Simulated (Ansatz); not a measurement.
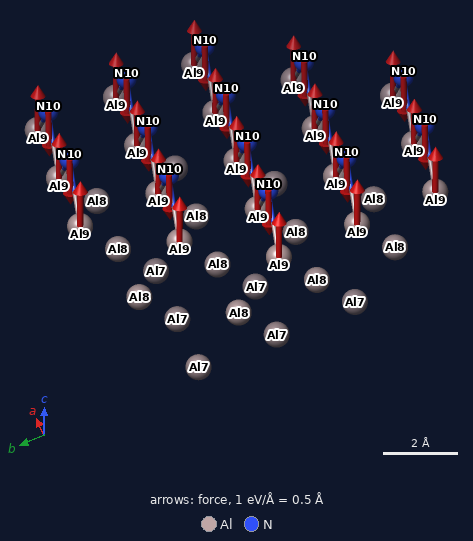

Starting geometry of a slab of composition Al9N (cut from the P6_3/mmc phase) with the computed forces as red arrows. Style: ball-and-stick. Shown: the atoms within 5.8 Å of the atom that moves most (axes of the 3 × 2 repeat of the cell, outlined in the plane, without the vacuum), from a free direction.

Case: N put at a bridge Al-Al site. The slab is the (0 0 1) face of Al with N on it. 4 atoms are held fixed.

Computed with DFT PBEsol, scalar-relativistic, plane waves, PAW (Ansatz 0.2.0). Settings: plane-wave cutoff 420 eV; k-point mesh 12 × 12 × 1; occupations gaussian; smearing width 0.1 eV; no spin polarisation; dipole correction; atoms relaxed in a fixed cell; force threshold 0.03 eV/Å; at most 70 steps.

**What follows when this structure is relaxed?**

It isn't relaxed: the largest force vector, on N atoms, is 2.77 eV/Å. The final displacements follow the starting forces only in part (cosine between the two patterns 0.34). The energy falls by 2.537 eV per cell of the calculation in 17 accepted moves (19 points after the start). Largest force component: 2.8 eV/Å at the start, 0.011 eV/Å at the end. The line search rejected the trial step at point 5 of the run. 1 step only repeated the SCF at the same geometry. The largest move is that of Al9, 1.65 Å at 78° to the normal (+c side). Largest moves by element: Al 1.65 Å, N 1.01 Å. The cell doesn't change. Among the contacts that change: Al9–N10 2.779 → 1.672 Å, Al9–N10 (another image) 1.924 → 1.672 Å. New bonds form: Al9–N10 (2.78 → 1.67 Å). Bond angles that change, for instance: Al9–N10–Al9 95.0° → 116.1°, N10–Al9–N10 95.0° → 116.1°.

Limits of the set-up: the periodic images lie only 2.8 Å apart, so the values are limited by the cell's size.
